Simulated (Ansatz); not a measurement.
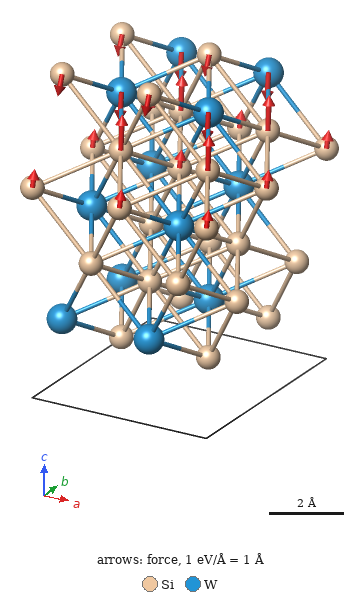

Starting geometry of a slab of composition Si2W (cut from the I4/mmm phase) with the computed forces as red arrows. The picture is a ball-and-stick view of the 2 × 2 repeat of the cell, outlined in the plane, without the vacuum, seen slightly off an axis.

Case: clean slab, lower half held. The slab is the (1 0 1) face of Si2W. 4 atoms are held fixed.

Level of theory: DFT PBEsol, scalar-relativistic, plane waves, PAW in Ansatz. Set-up: plane-wave cutoff 420 eV; k-point mesh 10 × 7 × 1; occupations gaussian; smearing width 0.1 eV; no spin polarisation; dipole correction; atoms relaxed in a fixed cell; force threshold 0.03 eV/Å; at most 70 steps.

Is this structure relaxed? If not, where do the atoms go?

It isn't relaxed: the largest force vector, on a Si atom, is 1.00 eV/Å. The final displacements follow the starting forces only in part (cosine between the two patterns 0.73). Over 4 geometry steps the energy falls by 99.0 meV per cell of the calculation. Largest force component: 1 eV/Å at the start, 0.0063 eV/Å at the end. The atom that moves furthest is a Si atom (0.13 Å at 42° to the normal (−c side)). Largest moves by element: Si 0.13 Å, W 0.09 Å. The cell stays as it was. Near-neighbour distances that change, for instance: Si–Si 2.622 → 2.527 Å, W–W 3.202 → 3.120 Å, Si–W 2.608 → 2.544 Å, Si–W 2.608 → 2.651 Å. Bond angles that change, for instance: Si–Si–W 104.5° → 107.9°, Si–Si–Si 75.3° → 78.6°.
